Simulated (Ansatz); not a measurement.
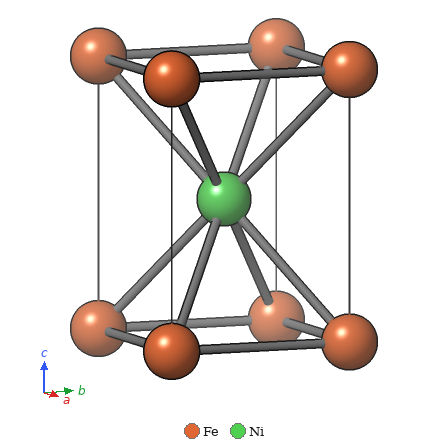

System: FeNi, space group P4/mmm (No. 123). The picture shows the conventional cell.

The given structure:
```
Fe Ni
1.0
     2.48621    0.00000    0.00000
     0.00000    2.48621    0.00000
     0.00000    0.00000    3.55139
Fe Ni
1 1
Direct
  0.00000 0.00000 0.00000
  0.50000 0.50000 0.50000
```

Method: harmonic phonon frequencies at the zone centre with atoms at rest in the given cell, without the long-range term of polar modes, the three translations left out, imaginary frequencies are negative; plane waves with PAW datasets, Γ-centred k mesh (Ansatz 0.2.0). Level: PBEsol, collinear spin. The state reached is ferromagnetic.

- wave cutoff: 420 eV
- k mesh: 16×16×12
- occupations: Gaussian
- smearing width: 0.2 eV
- volume relative to the relaxed cell: 1.02
- phonon method: linear response

Describe the result: the zone-centre optical phonon frequencies (the three acoustic modes are left out).

No frequency is imaginary, so the structure is stable to these displacements (zone-boundary modes weren't tested here). The highest mode lies at 289.2 cm⁻¹. The optical modes lie at 206.9 (×2), 289.2 cm⁻¹.

| frequency (cm⁻¹) |
| --- |
| 206.9 |
| 206.9 |
| 289.2 |

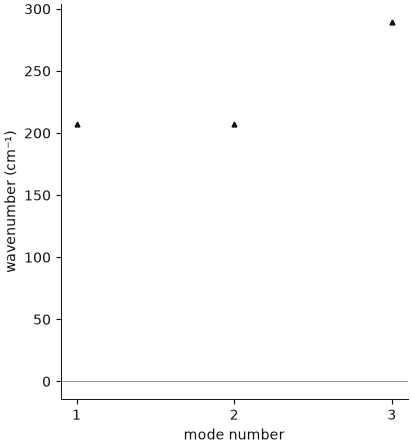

Caveats: metal sensitive to the k mesh.
